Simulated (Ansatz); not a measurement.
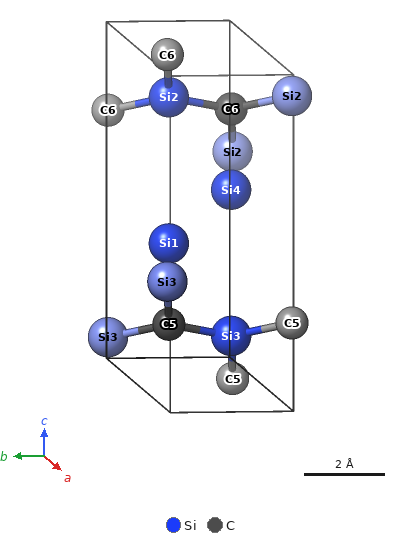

Figure 1. The starting structure (ball-and-stick view of the cell of the calculation, seen at an oblique angle; neighbours outside the cell are drawn fainter; atoms are numbered from 1 in the order of the input). An atom can appear more than once, as a periodic image.

**Geometry relaxation, with input and output: Si2C (part 1 of 2)**

Si2C (P-3m1, 6 atoms in the cell), computed with DFT PBE, scalar-relativistic, plane waves, PAW, no spin polarisation (Ansatz 0.2.0).

The structure was made by a generator, so it may or may not be a known phase. Figures and captions count atoms from 1; the log counts them from 0 in places.

**What the program printed**
```
Engine: ansatz 0.2.0, x86_64-unknown-linux-gnu
Pseudopotentials: kind: paw
Pseudopotential: Si, paw, valence charge 4, recommended cutoff 420 eV (normal), Si.paw.azcp
Pseudopotential: C, paw, valence charge 4, recommended cutoff 420 eV (normal), C.paw.azcp
Functional definition: PBE
  parameter kappa = 0.804
  parameter beta = 0.06672455060314922
  exchange = pbe_x(kappa = kappa, mu = beta*pi^2/3)
  correlation = pbe_c(beta = beta)
Crystal: 6 atoms, lattice volume = 82.523 Å³
Basis set: ecut = 420 eV, 1593 PW (Γ), exchange–correlation on 48×48×144 points (8 copies of the dense FFT grid, shifted against one another)
Bands: 18, of which v1, the nominal top of the filled ones, is band 12 counted from 1 (11 counted from 0)
Symmetry: 12 space group operations
Space group: P-3m1 (ITA 164), of the structure as read, at distance tolerance 4.4e-5 Å
k-points: 69 of 576
Non-local potential: Si, projectors of the file, l = 0: 2, l = 1: 2, l = 2: 2
Non-local potential: C, projectors of the file, l = 0: 2, l = 1: 2, l = 2: 1
PAW form: soft (Blöchl's): semilocal exchange-correlation on the pseudo side does not see the compensation charge
PAW one-centre angular grid: Si, 110 points (default); XC on 64 Gauss nodes
PAW one-centre angular grid: C, 110 points (default); XC on 64 Gauss nodes
Initial density: superposition of atomic densities (neutral atoms: chi_scale 0, normalization atom), corrected by the library's trained network
Initial wavefunctions: pseudopotential atomic-orbital guess
Functional: x = pbe(κ = 0.804, μ = 0.2195149727645171), c = pbe(β = 0.06672455060314922)
SCF iter   1: F=—  HF=-3041.952120 eV  |F-HF|=—  |Δ(HF+E_count)|=         —  Δρ=5.50e-3  dr2=6.58e-2  ethr=1.77e-3  ⟨swp⟩=5.8  Hψ=7664  notcnv=0
preconditioner: auto → none  [metal: Δε(μ)=0.075 eV  Ē_g=9.549 eV  σ=0.100 eV  W_gap=0.39  n_scr=6 (ndim 8)  ℏωp=20.0 eV  f_vac=0.000  D(μ)=1.41/eV (n_scr^D=4)  sad-step TF]
SCF iter   2: F=—  HF=-3041.949328 eV  |F-HF|=—  |Δ(HF+E_count)|=   2.79e-3  Δρ=3.32e-3  dr2=3.89e-2  ethr=2.74e-4  ⟨swp⟩=1.0  Hψ=1794  notcnv=0
SCF iter   3: F=—  HF=-3041.948526 eV  |F-HF|=—  |Δ(HF+E_count)|=   8.02e-4  Δρ=1.62e-3  dr2=2.33e-2  ethr=1.62e-4  ⟨swp⟩=2.0  Hψ=1320  notcnv=0
SCF iter   4: F=—  HF=-3041.945385 eV  |F-HF|=—  |Δ(HF+E_count)|=   3.14e-3  Δρ=3.21e-4  dr2=1.95e-4  ethr=9.69e-5  ⟨swp⟩=1.7  Hψ=1514  notcnv=0  defer=1
SCF iter   5: F=—  HF=-3041.945369 eV  |F-HF|=—  |Δ(HF+E_count)|=   1.67e-5  Δρ=8.99e-5  dr2=3.22e-6  ethr=8.13e-7  ⟨swp⟩=2.3  Hψ=1810  notcnv=0  defer=1
SCF iter   6: F=—  HF=-3041.945356 eV  |F-HF|=—  |Δ(HF+E_count)|=   1.29e-5  Δρ=2.26e-5  dr2=2.03e-7  ethr=1.34e-8  ⟨swp⟩=2.7  Hψ=2065  notcnv=0  defer=1
SCF iter   7: F=-3041.945356 eV  HF=-3041.945356 eV  |F-HF|=2.08e-9  |Δ(HF+E_count)|=   2.19e-7  Δρ=3.51e-6  dr2=8.37e-9  ethr=4.17e-10  ⟨swp⟩=12.8  Hψ=9452  notcnv=0
SCF 1 converged in 7 iterations: F = -3041.945356 eV  dr2 = 8.37e-9
  greatest PAW one-centre occupation: 0.702 electrons in one spin orbital (limit 2), on the Si atom at site 3 (counted from 0), in its partial waves of l = 0
relax step   1: F+E_penalty+E_count = -3041.94535590 eV  Δ(F+E_penalty+E_count) = +0.000e0 eV  max|allowed force component| = 2.210e-1 eV/Å  Δτ_max = 0.0000 Å  P = -0.259 GPa  Ω = 82.523 Å³  (7 SCF iters, dr2 threshold 1.00e-7 eV, accepted)
Crystal: 6 atoms, lattice volume = 81.670 Å³
Basis set: ecut = 420 eV, 1581 PW (Γ), exchange–correlation on 48×48×144 points (8 copies of the dense FFT grid, shifted against one another)
Initial density: handed on by an earlier stage of this run
Initial wavefunctions: those handed on with the density
iter 1 solved again at ethr=6.21e-6 eV; its pass at ethr=3.10e-3 eV (dr2=1.49e-3 eV) is discarded
SCF iter   1: F=—  HF=-3041.962330 eV  |F-HF|=—  |Δ(HF+E_count)|=         —  Δρ=1.51e-3  dr2=1.59e-3  ethr=6.21e-6  ⟨swp⟩=1.6  Hψ=8051  notcnv=0
preconditioner: auto → none  [metal: Δε(μ)=0.022 eV  Ē_g=9.598 eV  σ=0.100 eV  W_gap=0.12  n_scr=6 (ndim 8)  ℏωp=20.1 eV  f_vac=0.000  D(μ)=1.70/eV (n_scr^D=6)]
SCF iter   2: F=—  HF=-3041.962066 eV  |F-HF|=—  |Δ(HF+E_count)|=   2.64e-4  Δρ=6.20e-4  dr2=2.32e-4  ethr=6.21e-6  ⟨swp⟩=2.3  Hψ=1566  notcnv=0
SCF iter   3: F=—  HF=-3041.962044 eV  |F-HF|=—  |Δ(HF+E_count)|=   2.20e-5  Δρ=2.40e-4  dr2=7.24e-5  ethr=9.65e-7  ⟨swp⟩=2.3  Hψ=1577  notcnv=0
SCF iter   4: F=—  HF=-3041.962040 eV  |F-HF|=—  |Δ(HF+E_count)|=   4.49e-6  Δρ=4.37e-5  dr2=2.13e-6  ethr=3.02e-7  ⟨swp⟩=1.9  Hψ=1370  notcnv=0
SCF iter   5: F=—  HF=-3041.962040 eV  |F-HF|=—  |Δ(HF+E_count)|=   3.81e-7  Δρ=1.64e-5  dr2=7.35e-7  ethr=8.88e-9  ⟨swp⟩=2.0  Hψ=1857  notcnv=0
SCF iter   6: F=-3041.962040 eV  HF=-3041.962040 eV  |F-HF|=5.47e-9  |Δ(HF+E_count)|=   1.16e-7  Δρ=4.80e-6  dr2=2.22e-8  ethr=2.50e-9  ⟨swp⟩=10.1  Hψ=8743  notcnv=0
SCF 2 converged in 6 iterations: F = -3041.962040 eV  dr2 = 2.22e-8
  greatest PAW one-centre occupation: 0.700 electrons in one spin orbital (limit 2), on the Si atom at site 3 (counted from 0), in its partial waves of l = 0
relax step   2: F+E_penalty+E_count = -3041.96204017 eV  Δ(F+E_penalty+E_count) = -1.668e-2 eV  max|allowed force component| = 1.777e-1 eV/Å  Δτ_max = 0.0134 Å  P = +0.145 GPa  Ω = 81.670 Å³  energy of the carried Pulay correction = +7.749e-4 eV  (6 SCF iters, dr2 threshold 6.00e-7 eV, accepted)
Crystal: 6 atoms, lattice volume = 81.933 Å³
Basis set: ecut = 420 eV, 1605 PW (Γ), exchange–correlation on 48×48×144 points (8 copies of the dense FFT grid, shifted against one another)
iter 1 solved again at ethr=1.19e-4 eV; its pass at ethr=3.10e-3 eV (dr2=2.86e-2 eV) is discarded
SCF iter   1: F=—  HF=-3041.979680 eV  |F-HF|=—  |Δ(HF+E_count)|=         —  Δρ=5.07e-3  dr2=2.94e-2  ethr=1.19e-4  ⟨swp⟩=1.0  Hψ=8124  notcnv=0
preconditioner: auto → none  [metal: Δε(μ)=0.009 eV  Ē_g=9.619 eV  σ=0.100 eV  W_gap=0.05  n_scr=6 (ndim 8)  ℏωp=20.1 eV  f_vac=0.000  D(μ)=1.66/eV (n_scr^D=4)]
SCF iter   2: F=—  HF=-3041.972650 eV  |F-HF|=—  |Δ(HF+E_count)|=   7.03e-3  Δρ=1.86e-3  dr2=5.03e-3  ethr=1.19e-4  ⟨swp⟩=2.0  Hψ=1834  notcnv=0
SCF iter   3: F=—  HF=-3041.971536 eV  |F-HF|=—  |Δ(HF+E_count)|=   1.11e-3  Δρ=1.05e-3  dr2=6.39e-4  ethr=2.09e-5  ⟨swp⟩=2.0  Hψ=1795  notcnv=0
SCF iter   4: F=—  HF=-3041.971538 eV  |F-HF|=—  |Δ(HF+E_count)|=   2.02e-6  Δρ=2.98e-4  dr2=1.62e-4  ethr=2.66e-6  ⟨swp⟩=3.0  Hψ=2056  notcnv=0
SCF iter   5: F=—  HF=-3041.971518 eV  |F-HF|=—  |Δ(HF+E_count)|=   2.01e-5  Δρ=1.06e-4  dr2=3.94e-6  ethr=6.74e-7  ⟨swp⟩=1.9  Hψ=1365  notcnv=0
SCF iter   6: F=-3041.971520 eV  HF=-3041.971520 eV  |F-HF|=5.88e-8  |Δ(HF+E_count)|=   2.39e-6  Δρ=1.57e-5  dr2=1.11e-7  ethr=2.50e-9  ⟨swp⟩=11.7  Hψ=10253  notcnv=0
SCF 3 converged in 6 iterations: F = -3041.971520 eV  dr2 = 1.11e-7
  greatest PAW one-centre occupation: 0.699 electrons in one spin orbital (limit 2), on the Si atom at site 3 (counted from 0), in its partial waves of l = 0
relax step   3: F+E_penalty+E_count = -3041.97152048 eV  Δ(F+E_penalty+E_count) = -9.480e-3 eV  max|allowed force component| = 3.714e-2 eV/Å  Δτ_max = 0.0386 Å  P = -0.199 GPa  Ω = 81.933 Å³  energy of the carried Pulay correction = +5.357e-4 eV  (6 SCF iters, dr2 threshold 6.00e-7 eV, accepted)
Crystal: 6 atoms, lattice volume = 81.894 Å³
iter 1 solved again at ethr=8.05e-5 eV; its pass at ethr=3.10e-3 eV (dr2=1.93e-2 eV) is discarded
SCF iter   1: F=—  HF=-3041.979104 eV  |F-HF|=—  |Δ(HF+E_count)|=         —  Δρ=4.03e-3  dr2=2.11e-2  ethr=8.05e-5  ⟨swp⟩=1.1  Hψ=7615  notcnv=0
preconditioner: auto → none  [metal: Δε(μ)=0.026 eV  Ē_g=9.637 eV  σ=0.100 eV  W_gap=0.14  n_scr=6 (ndim 8)  ℏωp=20.1 eV  f_vac=0.000  D(μ)=1.25/eV (n_scr^D=4)]
SCF iter   2: F=—  HF=-3041.975960 eV  |F-HF|=—  |Δ(HF+E_count)|=   3.14e-3  Δρ=1.48e-3  dr2=4.63e-3  ethr=8.05e-5  ⟨swp⟩=2.0  Hψ=1706  notcnv=0
SCF iter   3: F=—  HF=-3041.975384 eV  |F-HF|=—  |Δ(HF+E_count)|=   5.76e-4  Δρ=8.79e-4  dr2=6.55e-4  ethr=1.93e-5  ⟨swp⟩=2.6  Hψ=1669  notcnv=0
SCF iter   4: F=—  HF=-3041.975353 eV  |F-HF|=—  |Δ(HF+E_count)|=   3.10e-5  Δρ=3.64e-4  dr2=9.49e-5  ethr=2.73e-6  ⟨swp⟩=1.0  Hψ=1242  notcnv=0
SCF iter   5: F=—  HF=-3041.975349 eV  |F-HF|=—  |Δ(HF+E_count)|=   4.25e-6  Δρ=7.39e-5  dr2=7.20e-6  ethr=3.95e-7  ⟨swp⟩=2.5  Hψ=1985  notcnv=0
SCF iter   6: F=-3041.975349 eV  HF=-3041.975349 eV  |F-HF|=1.82e-8  |Δ(HF+E_count)|=   5.70e-7  Δρ=1.12e-5  dr2=5.55e-8  ethr=2.50e-9  ⟨swp⟩=9.3  Hψ=9630  notcnv=0
SCF 4 converged in 6 iterations: F = -3041.975349 eV  dr2 = 5.55e-8
relax step   4: F+E_penalty+E_count = -3041.97534863 eV  Δ(F+E_penalty+E_count) = -3.828e-3 eV  max|allowed force component| = 7.696e-3 eV/Å  Δτ_max = 0.0287 Å  P = +0.018 GPa  Ω = 81.894 Å³  energy of the carried Pulay correction = +5.708e-4 eV  (6 SCF iters, dr2 threshold 6.00e-7 eV, accepted)
Crystal: 6 atoms, lattice volume = 82.364 Å³
Basis set: ecut = 420 eV, 1617 PW (Γ), exchange–correlation on 48×48×144 points (8 copies of the dense FFT grid, shifted against one another)
iter 1 solved again at ethr=3.48e-5 eV; its pass at ethr=3.10e-3 eV (dr2=8.35e-3 eV) is discarded
SCF iter   1: F=—  HF=-3041.977164 eV  |F-HF|=—  |Δ(HF+E_count)|=         —  Δρ=3.43e-3  dr2=8.83e-3  ethr=3.48e-5  ⟨swp⟩=2.3  Hψ=7874  notcnv=0
preconditioner: auto → none  [metal: Δε(μ)=0.010 eV  Ē_g=9.626 eV  σ=0.100 eV  W_gap=0.05  n_scr=6 (ndim 8)  ℏωp=20.0 eV  f_vac=0.000  D(μ)=1.33/eV (n_scr^D=4)]
SCF iter   2: F=—  HF=-3041.975614 eV  |F-HF|=—  |Δ(HF+E_count)|=   1.55e-3  Δρ=1.22e-3  dr2=2.47e-3  ethr=3.48e-5  ⟨swp⟩=2.0  Hψ=1848  notcnv=0
SCF iter   3: F=—  HF=-3041.975348 eV  |F-HF|=—  |Δ(HF+E_count)|=   2.66e-4  Δρ=7.76e-4  dr2=3.55e-4  ethr=1.03e-5  ⟨swp⟩=2.2  Hψ=1716  notcnv=0
SCF iter   4: F=—  HF=-3041.975369 eV  |F-HF|=—  |Δ(HF+E_count)|=   2.12e-5  Δρ=3.59e-4  dr2=7.71e-5  ethr=1.48e-6  ⟨swp⟩=1.2  Hψ=1317  notcnv=0
SCF iter   5: F=—  HF=-3041.975353 eV  |F-HF|=—  |Δ(HF+E_count)|=   1.61e-5  Δρ=1.02e-4  dr2=7.34e-6  ethr=3.21e-7  ⟨swp⟩=2.6  Hψ=1850  notcnv=0
SCF iter   6: F=-3041.975354 eV  HF=-3041.975354 eV  |F-HF|=2.61e-8  |Δ(HF+E_count)|=   1.05e-6  Δρ=1.17e-5  dr2=8.08e-8  ethr=4.38e-10  ⟨swp⟩=9.0  Hψ=9442  notcnv=0
SCF 5 converged in 6 iterations: F = -3041.975354 eV  dr2 = 8.08e-8
relax step   5: F+E_penalty+E_count = -3041.97535410 eV  Δ(F+E_penalty+E_count) = -5.470e-6 eV  max|allowed force component| = 2.080e-2 eV/Å  Δτ_max = 0.0251 Å  P = +0.128 GPa  Ω = 82.364 Å³  energy of the carried Pulay correction = +1.438e-4 eV  (6 SCF iters, dr2 threshold 1.05e-7 eV, accepted)
Crystal: 6 atoms, lattice volume = 82.411 Å³
iter 1 solved again at ethr=1.63e-6 eV; its pass at ethr=3.10e-3 eV (dr2=3.91e-4 eV) is discarded
SCF iter   1: F=—  HF=-3041.975624 eV  |F-HF|=—  |Δ(HF+E_count)|=         —  Δρ=5.98e-4  dr2=3.93e-4  ethr=1.63e-6  ⟨swp⟩=2.1  Hψ=7066  notcnv=0
preconditioner: auto → none  [metal: Δε(μ)=0.035 eV  Ē_g=9.622 eV  σ=0.100 eV  W_gap=0.20  n_scr=6 (ndim 8)  ℏωp=20.0 eV  f_vac=0.000  D(μ)=1.26/eV (n_scr^D=4)]
SCF iter   2: F=—  HF=-3041.975550 eV  |F-HF|=—  |Δ(HF+E_count)|=   7.39e-5  Δρ=2.16e-4  dr2=1.56e-4  ethr=1.63e-6  ⟨swp⟩=2.1  Hψ=1758  notcnv=0
SCF iter   3: F=—  HF=-3041.975534 eV  |F-HF|=—  |Δ(HF+E_count)|=   1.66e-5  Δρ=1.41e-4  dr2=9.45e-6  ethr=6.51e-7  ⟨swp⟩=1.9  Hψ=1372  notcnv=0
SCF iter   4: F=—  HF=-3041.975519 eV  |F-HF|=—  |Δ(HF+E_count)|=   1.49e-5  Δρ=3.84e-5  dr2=7.85e-7  ethr=3.94e-8  ⟨swp⟩=2.5  Hψ=1961  notcnv=0
SCF iter   5: F=—  HF=-3041.975519 eV  |F-HF|=—  |Δ(HF+E_count)|=   6.59e-8  Δρ=1.05e-5  dr2=2.14e-7  ethr=3.27e-9  ⟨swp⟩=2.1  Hψ=1777  notcnv=0
SCF iter   6: F=-3041.975519 eV  HF=-3041.975519 eV  |F-HF|=1.41e-11  |Δ(HF+E_count)|=   4.80e-8  Δρ=1.43e-6  dr2=1.10e-9  ethr=4.91e-10  ⟨swp⟩=8.9  Hψ=7222  notcnv=0
SCF 6 converged in 6 iterations: F = -3041.975519 eV  dr2 = 1.10e-9
relax step   6: F+E_penalty+E_count = -3041.97551892 eV  Δ(F+E_penalty+E_count) = -1.648e-4 eV  max|allowed force component| = 3.915e-3 eV/Å  Δτ_max = 0.0066 Å  P = +0.012 GPa  Ω = 82.411 Å³  energy of the carried Pulay correction = +1.013e-4 eV  (6 SCF iters, dr2 threshold 1.18e-7 eV, accepted)
Initial wavefunctions: pseudopotential atomic-orbital guess (no wavefunctions were taken with the density)
iter 1 solved again at ethr=5.24e-7 eV; its pass at ethr=3.10e-3 eV (dr2=1.26e-4 eV) is discarded
SCF iter   1: F=—  HF=-3041.975484 eV  |F-HF|=—  |Δ(HF+E_count)|=         —  Δρ=1.36e-5  dr2=1.70e-8  ethr=5.24e-7  ⟨swp⟩=3.0  Hψ=10864  notcnv=0
eigensolver tolerance schedule: the retry pair's looser diagonalisation over-reported the residual by 7387.80 of it (diagonalisation noise at an unbounded share of the residual, at the tolerance the schedule requests for it); recorded, not acted on — ethr = c·dr2/N_el stays at c = 1.0e-1
preconditioner: auto → none  [metal: Δε(μ)=0.032 eV  Ē_g=9.623 eV  σ=0.100 eV  W_gap=0.18  n_scr=6 (ndim 8)  ℏωp=20.0 eV  f_vac=0.000  D(μ)=1.27/eV (n_scr^D=4)]
SCF iter   2: F=—  HF=-3041.975473 eV  |F-HF|=—  |Δ(HF+E_count)|=   1.12e-5  Δρ=6.99e-6  dr2=4.28e-9  ethr=7.09e-11  ⟨swp⟩=3.3  Hψ=2708  notcnv=0
SCF iter   3: F=—  HF=-3041.975473 eV  |F-HF|=—  |Δ(HF+E_count)|=   4.61e-8  Δρ=1.03e-6  dr2=9.24e-10  ethr=1.78e-11  ⟨swp⟩=2.0  Hψ=2050  notcnv=0
SCF iter   4: F=—  HF=-3041.975473 eV  |F-HF|=—  |Δ(HF+E_count)|=  5.38e-10  Δρ=3.71e-7  dr2=3.59e-10  ethr=3.85e-12  ⟨swp⟩=2.0  Hψ=1843  notcnv=0
iter 5 did not close the SCF: its close was put off for the readings that it lacked (scf_convergence_deferred on its scf_iter line)
SCF iter   5: F=-3041.975473 eV  HF=-3041.975473 eV  |F-HF|=1.82e-12  |Δ(HF+E_count)|=  4.55e-13  Δρ=1.66e-7  dr2=1.42e-11  ethr=1.49e-12  ⟨swp⟩=2.3  Hψ=1672  notcnv=0
SCF iter   6: F=-3041.975473 eV  HF=-3041.975473 eV  |F-HF|=2.27e-12  |Δ(HF+E_count)|=  1.36e-12  Δρ=5.00e-8  dr2=2.43e-12  ethr=1.00e-12  ⟨swp⟩=4.5  Hψ=5336  notcnv=0
SCF 7 converged in 6 iterations: F = -3041.975473 eV  dr2 = 2.43e-12
relax step   7: F+E_penalty+E_count = -3041.97547263 eV  Δ(F+E_penalty+E_count) = +4.629e-5 eV  max|allowed force component| = 3.952e-3 eV/Å  Δτ_max = 0.0000 Å  P = +0.010 GPa  Ω = 82.411 Å³  stress off target by 2.27e-2 GPa  SCF on the basis re-selected at this cell (its energy is not comparable with the rows above)  (6 SCF iters)
```

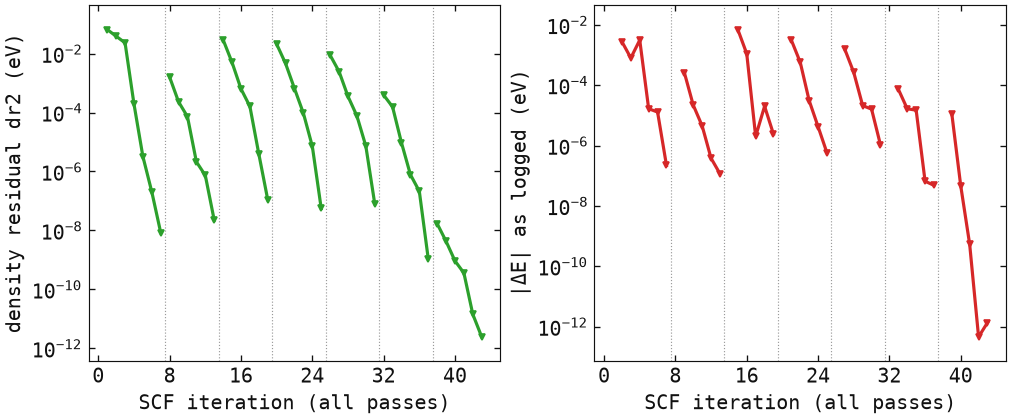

Figure 2. Convergence of the self-consistent field: density residual dr2 and size of the energy change against the SCF iteration. The dotted lines part the SCF passes of the relaxation: geometry steps, rejected trials and re-solves on a re-selected basis. The 7 passes take 6 to 7 iterations each, 43 in all.
